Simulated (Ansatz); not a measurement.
Structure (in its standard cell), the input geometry of an electronic-structure calculation (not necessarily at equilibrium):

Space group Im-3m (No. 229). a = 3.150 Å, b = 3.150 Å, c = 3.150 Å, α = 90.00°, β = 90.00°, γ = 90.00°
| atom | site | symmetry | x | y | z |
| --- | --- | --- | --- | --- | --- |
| Mo | 2a | m-3m | 0.0000 | 0.0000 | 0.0000 |

Predict the [110] zone-axis pattern (100 kV, kinematic, B = 1 Å²).

The spots form a rectangular net whose two shortest vectors correspond to d = 2.23 Å and 1.58 Å, 90.0° apart. They are 1 -1 0 and 0 0 2. The pattern has symmetry 2mm. The lattice centring (I) removes all reflections that break h + k + l = 2n.

Strongest reflections with d > 0.80 Å, one of each family (|F|² from tabulated Gaussian fits of the electron scattering factors, times a small damping for the curvature of the Ewald sphere):

| hkl | d (Å) | I (strongest = 100) |
| --- | --- | --- |
| 1 -1 0 | 2.227 | 100 |
| 0 0 2 | 1.575 | 46 |
| 1 -1 2 | 1.286 | 26 |
| 2 -2 0 | 1.114 | 16 |
| 2 -2 2 | 0.909 | 7 |

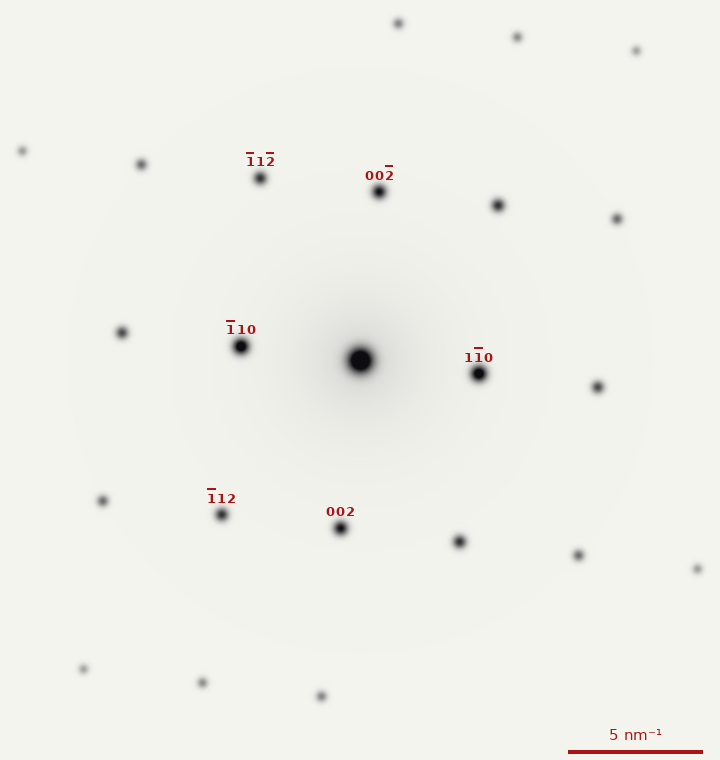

Calculated pattern, seen from the source side with [110] pointing towards the source.
